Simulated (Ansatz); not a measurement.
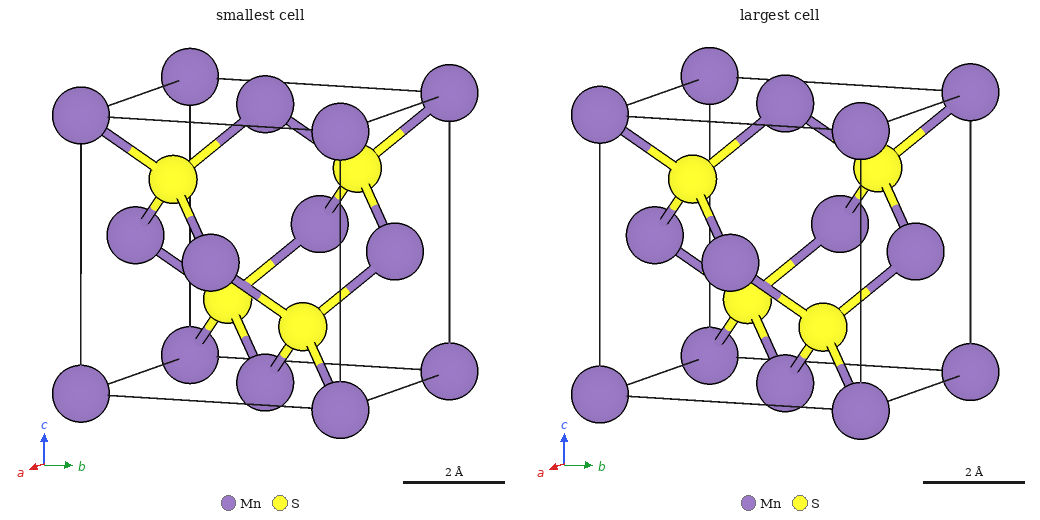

MnS, zinc blende type, space group F-43m (No. 216), relaxed (cell and atoms, zero pressure) with five choices of dispersion term on top of r2SCAN; the smallest and the largest of the relaxed conventional cells are drawn to one scale (sticks follow a distance rule). The start was a structure listed in the Materials Project.

Alike in all runs: Ansatz 0.2.0; functional r2SCAN; potentials Ansatz PAW; cutoff 500 eV; k mesh 9 × 9 × 9 on the run's cell of 2 atoms; occupations fermi-dirac, width 0.05 eV; collinear spin, ferromagnetic start; no spin-orbit coupling.

```tsv
level	volume (Å³/atom)	a (Å)	gap (eV)
D3(BJ)	22.15	5.617	0.66
rVV10	22.25	5.625	0.65
D4	22.25	5.625	0.69
none	22.51	5.647	0.76
D3(BJ)-ATM	?	?	?
```

What does D3(BJ)-ATM give?

Answer. Volume 22.23 Å³/atom; a 5.623 Å; gap 0.68 eV. That is between D3(BJ) and rVV10 in volume.

Order the levels by the relaxed volume, smallest first.

Answer. D3(BJ) (22.15 Å³/atom), D3(BJ)-ATM (22.23 Å³/atom), rVV10 and D4 (22.25 Å³/atom), none (22.51 Å³/atom). Rows within a few tenths of a per cent can't be told apart.

Gaps are the least found on the k-mesh, which misses some points of high symmetry; where the band edges lie there, the true gap is smaller, at times by an eV.

Caveat: the magnetic or orbital state may not be the lowest; the plane-wave basis is chosen anew once the cell has moved, so the energies of steps on either side of that aren't comparable; a cell with one magnetic atom can't hold antiferromagnetic order, which such compounds often take; the relaxed volumes lie +46 to +49 % from the starting cell, and so large an expansion in one run leaves the basis less converged; the potentials were made with another functional, which shifts all volumes alike; semilocal functionals give gaps below the measured ones.
